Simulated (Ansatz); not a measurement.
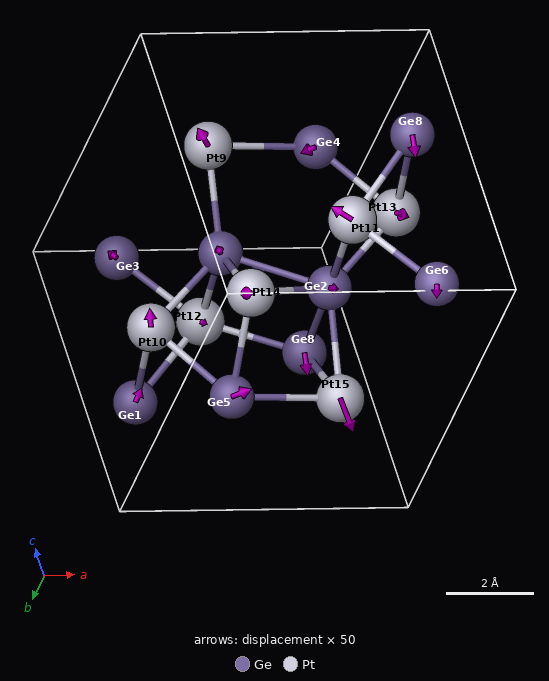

A relaxation of a crystal of Ge8Pt7 (a generated structure, set up in P1) (coarse preliminary run). The starting structure is drawn; purple arrows show the displacements (the part carried along by the change of the cell is left out), magnified 50 times.

A ball-and-stick model of the cell of the calculation, seen from a free direction.

Case: 1 of 8 Pt atoms taken out at random, relaxed further on a centred mesh.

The calculation used Ansatz 0.2.0, DFT PBEsol, scalar-relativistic, plane waves, PAW.

Input
```yaml
crystal:
  lattice:
    - [5.5840179383, -3.6640131879, -0.0020517928]
    - [-5.582977288, -3.6623995871, 0.0028618469]
    - [0.0020876997, 3.6638730618, -6.1286236968]
  atoms:
    - { symbol: Ge, position: [0.1718121804, 0.987072836, 0.40656049] }
    - { symbol: Ge, position: [0.6781375658, 0.5132462418, 0.4423452116] }
    - { symbol: Ge, position: [0.2345898251, 0.9241691584, 0.9087647789] }
    - { symbol: Ge, position: [0.7381978332, 0.4261918316, 0.9103048235] }
    - { symbol: Ge, position: [0.258118891, 0.5809909009, 0.0864457215] }
    - { symbol: Ge, position: [0.7671170237, 0.0541985943, 0.0707647715] }
    - { symbol: Ge, position: [0.3515552327, 0.5282681498, 0.5927825243] }
    - { symbol: Ge, position: [0.8177107262, 0.9951735646, 0.5948748404] }
    - { symbol: Pt, position: [0.2767431108, 0.2782259831, 0.7989056628] }
    - { symbol: Pt, position: [0.024464236, 0.5252845496, 0.3099261026] }
    - { symbol: Pt, position: [0.5412482351, 0.0411720636, 0.3101315113] }
    - { symbol: Pt, position: [0.479684614, 0.9712832768, 0.6995412077] }
    - { symbol: Pt, position: [0.9705029416, 0.4750918221, 0.6954300072] }
    - { symbol: Pt, position: [0.2186896923, 0.2202271203, 0.1843566044] }
    - { symbol: Pt, position: [0.714099854, 0.7152084822, 0.1858917997] }
  symmetry: { detect: false }
basis:
  ecutwfc: 420
kpoints:
  mp_grid: { grid: [4, 4, 4] }
hamiltonian:
  xc: pbesol
scf:
  occupations: { method: gaussian, width: 0.1 }
  lower_state_search: "off"
output:
  forces: true
  stress: true
  eigenvalues: true
relax:
  adjacent_minimum: "off"
  f_tol: 0.04
  max_steps: 25
  cell: { stress_tol: 0.3 }
```

Run as
```bash
ansatz run input.yaml --threads 4 --pin off --max-ram 9216MiB --backend cpu --events-out ev --progress --plain --runs-dir out
```

**Which element moves most?**

Platinum: up to 0.018 Å, against 0.011 Å for germanium.

**What did the optimiser do to the structure, and how much energy did it gain?**

The largest move relative to the cell is that of Pt15, 0.018 Å along [2 3 −1]. Largest moves by element: Pt 0.018 Å, Ge 0.011 Å. Cell: a 6.679 → 6.696 Å (+0.3 %), b 6.677 → 6.697 Å (+0.3 %), c 7.140 → 7.115 Å (−0.4 %), α 106.4° → 106.2°, β 106.3° → 106.1°, γ 113.5° → 114.1°. Volume −0.1 %. Some distances before and after: Ge1–Pt11 2.660 → 2.646 Å, Ge7–Pt13 2.760 → 2.749 Å, Ge1–Pt15 2.527 → 2.516 Å, Ge3–Pt13 2.475 → 2.465 Å. The space group stays P1 (No. 1). Over 2 accepted moves (3 points after the start) the energy falls by 10.7 meV per cell of the calculation. Largest force component: 0.12 eV/Å at the start, 0.022 eV/Å at the end. The pressure goes from −0.16 to 0.01 GPa. The SCF was repeated once at an unchanged geometry on a basis and grid sized afresh for the cell, which shifted the energy by 0.1 meV per cell of the calculation at most. Cost: 3.3 min on 4 threads of Arm Neoverse V1, on a shared host, peak memory 1.6 GiB.
